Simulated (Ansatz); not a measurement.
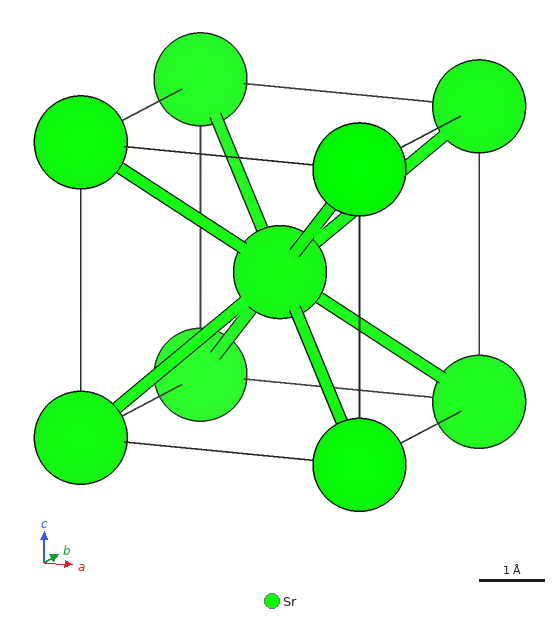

Reference structure: solid Sr (set up in Im-3m). The picture is a ball-and-stick view of the conventional cell (2 times the calculation's cell), seen slightly off an axis. Lengths and directions refer to the drawn axes.

Level of theory: DFT PBEsol, scalar-relativistic, plane waves, PAW (Ansatz 0.2.0). (plane-wave cutoff 420 eV; occupations gaussian; smearing width 0.1 eV; no spin polarisation) The k-mesh is chosen for each cell (12×12×12, 16×16×16).

Change: Every strontium atom is replaced by magnesium, which gives Mg. Cell and atoms are relaxed again (to zero pressure within 0.1 GPa, forces under 0.01 eV/Å).

> What is the effect?

The volume per atom goes from 50.92 to 22.53 Å³. The volume changes by −55.8 %, with a = b = c 4.670 → 3.558 Å (−23.8 %). The space group stays Im-3m (No. 229).

The changed structure in the same view:

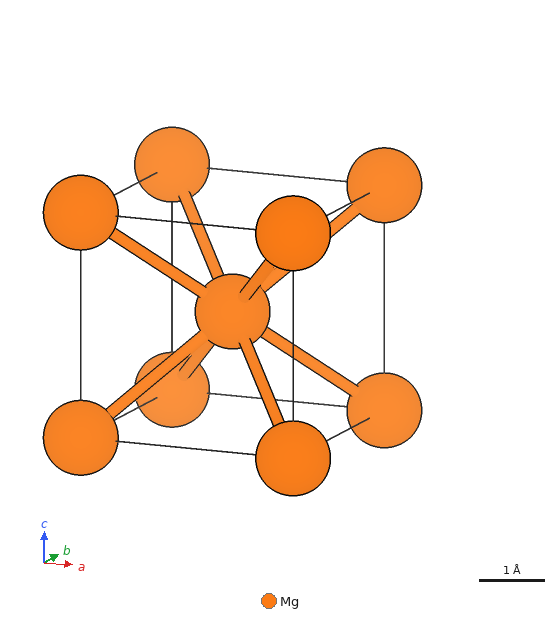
